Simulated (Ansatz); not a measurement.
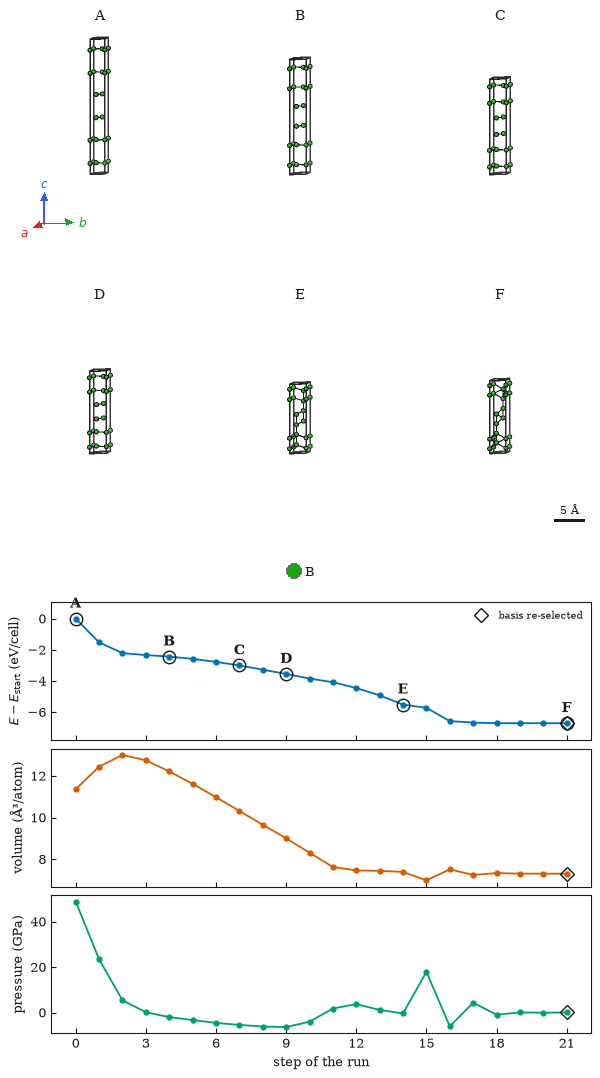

Frames of a relaxation of solid B (a generated structure, set up in R-3m) (coarse preliminary run), marked on the history of the run. A ball-and-stick model of the conventional cell (3 times the calculation's cell), seen slightly off an axis. Lengths and directions refer to the drawn axes.

Case: C → B on all its sites, cell and atoms relaxed.

Method: DFT r2SCAN, scalar-relativistic, plane waves, PAW (Ansatz 0.2.0). Settings: plane-wave cutoff 500 eV; k-point mesh 12 × 12 × 12; occupations gaussian; smearing width 0.1 eV; no spin polarisation; cell and atoms relaxed; force threshold 0.05 eV/Å; at most 60 steps.

Describe the path.

Answer. The largest moves relative to the cell, 0.68 Å, are those of B atoms. Cell: a = b 2.610 → 2.853 Å (+9.3 %), c 23.103 → 12.440 Å (−46.2 %). Volume −35.7 %. Near-neighbour distances that change, for instance: B–B 4.234 → 1.822 Å, B–B 3.957 → 1.638 Å, B–B 3.744 → 1.650 Å, B–B 1.507 → 1.858 Å. New bonds form: B–B (3.74 → 1.65 Å), B–B (3.96 → 1.64 Å), B–B (4.23 → 1.82 Å). Among the angles between lasting bonds that change: B–B–B 120.0° → 100.3°. The space group stays R-3m (No. 166). After 20 accepted moves (21 points after the start) the energy has fallen by 6.710 eV per cell of the calculation. The largest force component goes from 0.015 to 0.0035 eV/Å. The pressure goes from 48.76 to 0.04 GPa. At 1 point the geometry stayed and the basis and grid were re-selected for the new cell (energy shift of 0.7 meV per cell of the calculation at most each time). From step 0 to 4: volume +7.5 %, energy −2.435 eV per cell of the calculation. From step 4 to 7: B atoms move most (0.02 Å), volume −15.5 %, energy −0.570 eV per cell of the calculation. From step 7 to 9: B atoms move most (0.02 Å), volume −12.7 %, energy −0.545 eV per cell of the calculation. From step 9 to 14: B atoms move most (0.37 Å), volume −17.9 %, energy −1.966 eV per cell of the calculation. From step 14 to 21: B atoms move most (0.28 Å), volume −1.1 %, energy −1.194 eV per cell of the calculation.

```
step  E − E(0), meV/atom  largest force component, eV/Å  pressure, GPa  volume, Å³/atom                      note
   0                0.00                         0.0146          48.76           11.359                          
   1             -380.36                         0.0082          23.41           12.439                          
   2             -553.18                         0.0067           5.39           13.003                          
   3             -584.00                         0.0225           0.17           12.745                          
   4             -608.64                         0.0331          -1.97           12.214                          
   5             -645.01                         0.0759          -3.30           11.616                          
   6             -693.58                         0.1522          -4.54           10.976                          
   7             -751.25                         0.2408          -5.41           10.318                          
   8             -818.56                         0.3228          -6.13            9.651                          
   9             -887.48                         0.5769          -6.36            9.007                          
  10             -960.71                         1.0232          -4.02            8.311                          
  11            -1020.10                         1.5912           1.77            7.629                          
  12            -1113.19                         2.0560           3.71            7.462                          
  13            -1230.87                         2.5004           1.16            7.443                          
  14            -1378.90                         2.9131          -0.37            7.391                          
  15            -1430.85                         2.2339          17.92            6.987                          
  16            -1644.16                         1.1446          -6.05            7.512                          
  17            -1667.88                         0.9371           4.35            7.247                          
  18            -1676.99                         0.2353          -0.94            7.335                          
  19            -1677.15                         0.1842           0.06            7.309                          
  20            -1677.29                         0.0031          -0.05            7.307                          
  21            -1677.46                         0.0035           0.04            7.307  same geometry, new basis
```
